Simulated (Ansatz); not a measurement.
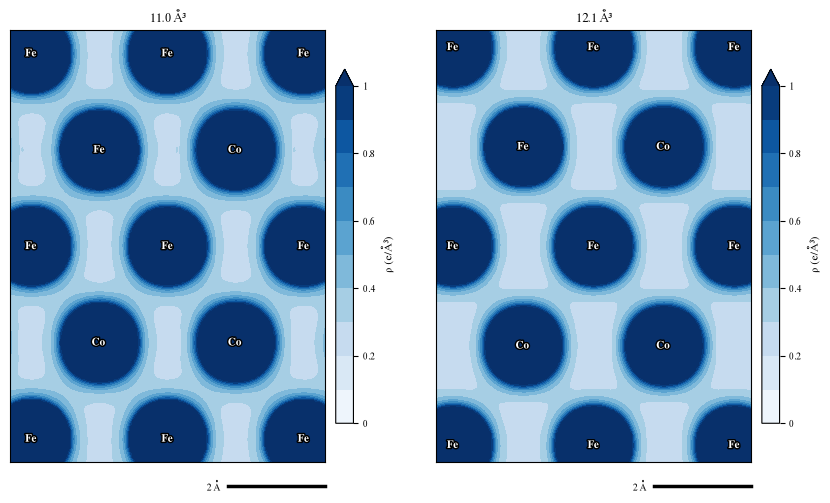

Fe$_{9}$Co$_{7}$. The valence electron density of cells scaled evenly to different volumes (given per atom above each panel), on the (101) plane of each (indices in the axes of the cell below), at one length scale and on one colour scale.

A structure from a database of computed crystals, not necessarily the ambient phase; spin-polarised.

Level of theory: DFT PBEsol, scalar-relativistic, plane waves, PAW (Ansatz 0.2.0).

The density is the valence pseudo-density of a PAW calculation; it isn't the true density close to the nuclei.

The largest cell:

```
Fe Co
1.0
     5.79053    0.00000    0.00000
     0.00000    5.79053    0.00000
     0.00000    0.00000    5.79053
Fe Co
9 7
Cartesian
  4.3427 4.3427 4.3427
  1.4479 4.3427 4.3427
  1.4479 1.4479 1.4479
  4.3427 1.4479 4.3427
  4.3427 4.3427 1.4479
  4.3427 1.4479 1.4479
  1.4479 1.4479 4.3427
  1.4479 4.3427 1.4479
  0.0000 0.0000 0.0000
  0.0000 2.8953 2.8953
  2.8953 0.0000 0.0000
  2.8953 2.8953 0.0000
  2.8953 0.0000 2.8953
  0.0000 0.0000 2.8953
  2.8953 2.8953 2.8953
  0.0000 2.8953 0.0000
```

| volume (Å³/atom) | Fe–Co contact in the plane (Å) | ρ at its midpoint (e/Å³) | pressure (GPa) | largest moment (μB) | 
| --- | --- | --- | --- | --- |
| 11.03 | 2.429 | 0.368 | 0.0 | 2.73 | 
| 11.36 | 2.453 | ? | ? | ? | 
| 12.13 | 2.507 | 0.323 | −17.1 | 2.84 | 

> What values belong in the row with question marks?

Over the known rows ln ρ falls by 1.67 per Å of Fe–Co distance (the line through the two), which gives 0.354 e/Å³ at 2.453 Å; the calculation gives 0.355 e/Å³. For the pressure, a straight line in volume between the neighbouring rows gives −5.1 GPa; the calculation gives −6.2, lower because pressure rises ever faster on compression. For the largest moment, a straight line in volume between the neighbouring rows gives 2.76 μB; the calculation gives 2.77.
